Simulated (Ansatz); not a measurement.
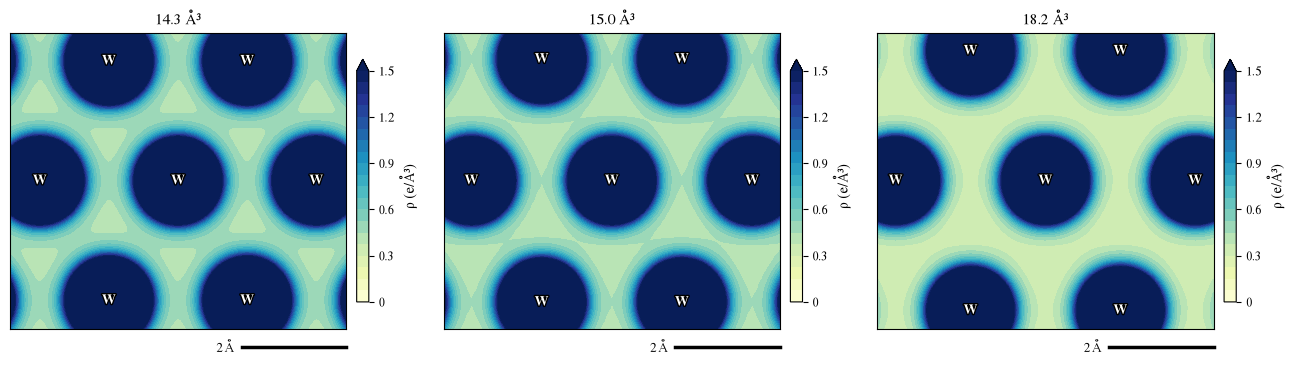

W. The valence electron density of cells scaled evenly to different volumes (given per atom above each panel), on the (001) plane of each (indices in the axes of the cell below), at one length scale and on one colour scale.

A generated structure, not necessarily the stable one.

Method: Ansatz, DFT, r2SCAN, plane waves (500 eV) with PAW, scalar-relativistic.

In a PAW calculation such maps are meaningful between the atoms, not at the nuclei.

The largest cell:

```yaml
crystal:
  lattice:
    - [2.87121, 0.00000, 0.00000]
    - [-1.43560, 2.48654, 0.00000]
    - [0.00000, 0.00000, 10.20978]
  atoms:
    - { symbol: W, position: [0.00000, 0.00000, 0.00000] }
    - { symbol: W, position: [0.00000, 0.00000, 0.50000] }
    - { symbol: W, position: [0.33333, 0.66667, 0.25000] }
    - { symbol: W, position: [0.66667, 0.33333, 0.75000] }
```

| volume (Å³/atom) | W–W contact in the plane (Å) | ρ at its midpoint (e/Å³) | 
| --- | --- | --- |
| 14.32 | 2.649 | 0.477 | 
| 14.97 | 2.689 | 0.450 | 
| 16.27 | 2.765 | ? | 
| 18.22 | 2.871 | 0.350 | 

Q: Estimate the missing row, and compare with the calculation.

A: Over the known rows ln ρ falls by 1.39 per Å of W–W distance (a least-squares line), which gives 0.405 e/Å³ at 2.765 Å; the calculation gives 0.404 e/Å³.
